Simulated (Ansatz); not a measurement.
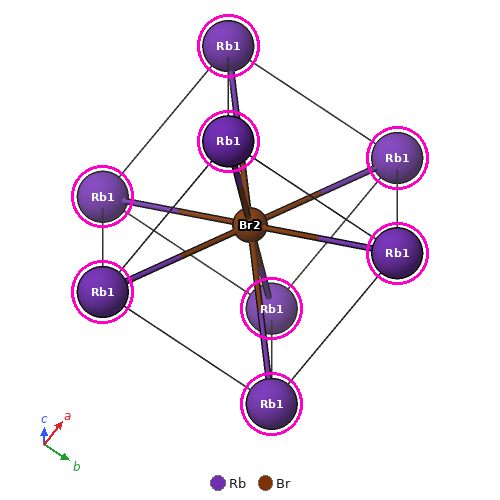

The system is RbBr (Pm-3m, No. 221; 2 atoms in the cell); the picture shows the reference structure. Atom Rb1 is moved over a plane while all other atoms and the cell stay fixed (its periodic images move with it) (x, y and z along the cube axes). The first coordinate is: shift of Rb1 along the Cartesian direction [1 1 0]; the second: shift of Rb1 along z. The grid has 5 × 5 points; 9 points were computed and 16 follow by symmetry. Points are written as (first, second). Energies are in meV per cell, from the lowest grid point. The reference cell is the one listed in the database, not relaxed at this level. The calculation used Ansatz, DFT PBEsol, scalar-relativistic, plane waves, PAW. Settings: cutoff 420 eV, k-mesh 6×6×6, gaussian smearing 0.05 eV, no spin polarisation.

Its coordinates:

```xyz
2
Lattice="4.1261 0.0000 0.0000 0.0000 4.1261 0.0000 0.0000 0.0000 4.1261" Properties=species:S:1:pos:R:3 pbc="T T T"
Rb    0.0000    0.0000    0.0000
Br    2.0630    2.0630    2.0630
```

Range: shift of Rb1 along the Cartesian direction [1 1 0] from −0.30 to 0.30 Å; shift of Rb1 along z from −0.30 to 0.30 Å.

What will the energy surface look like?

Answer. The lowest grid point is at (0.00 Å, 0.00 Å). It is the only kind of minimum in the scanned range. The highest grid point, (−0.30 Å, −0.30 Å), lies 74 meV above the lowest. Near the minimum the well is nearly round, with a curvature of about 0.64 eV/Å².

```
second ↓, first →  −0.30  −0.15  0.00  0.15  0.30
             0.30     74     40    30    40    74
             0.15     43     16     7    16    43
             0.00     32      8     0     8    32
            −0.15     43     16     7    16    43
            −0.30     74     40    30    40    74
```

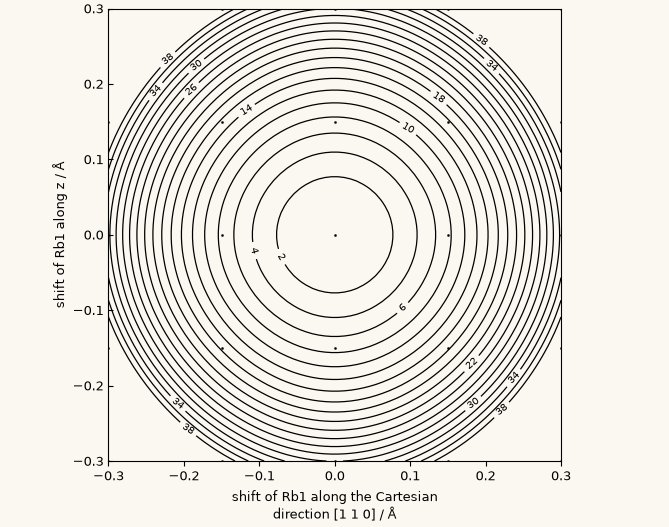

Drawn: contour lines labelled in meV (none above 38), dots at the grid points. Between grid points the surface is interpolated.
